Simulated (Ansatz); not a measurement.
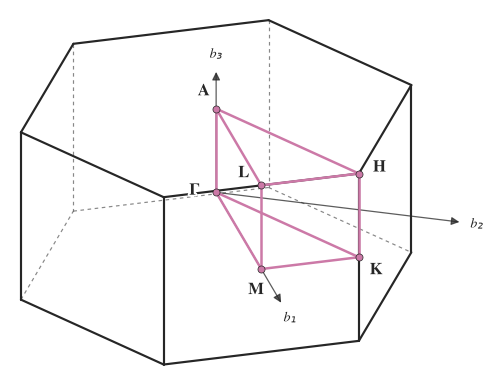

The first Brillouin zone and its special points. Crystal: ZnO, the geometry relaxed at fixed volume with DFT PBE, scalar-relativistic, plane waves, PAW (Ansatz). The drawing is computed from the coordinates (standard cell, symmetry found to 0.002 Å).

Space group P6₃mc, No. 186; a = 3.246 Å, b = 3.246 Å, c = 5.240 Å, α = 90.00°, β = 90.00°, γ = 120.00°.

Labels and path follow the convention of Hinuma et al. (2017), as computed by seekpath; the arrows show the directions of the reciprocal primitive vectors b₁, b₂, b₃, in which coordinates are given; lengths include the factor 2π.

### List the special points with their coordinates and distances from Γ.

```csv
point,k₁,k₂,k₃,length of k (1/Å)
Γ,0,0,0,0.000
A,0,0,1/2,0.600
K,1/3,1/3,0,1.290
H,1/3,1/3,1/2,1.423
M,1/2,0,0,1.117
L,1/2,0,1/2,1.268
```

### What is the zone's volume?

(2π)³ over the primitive cell's volume of 47.82 Å³: 5.19 Å⁻³.
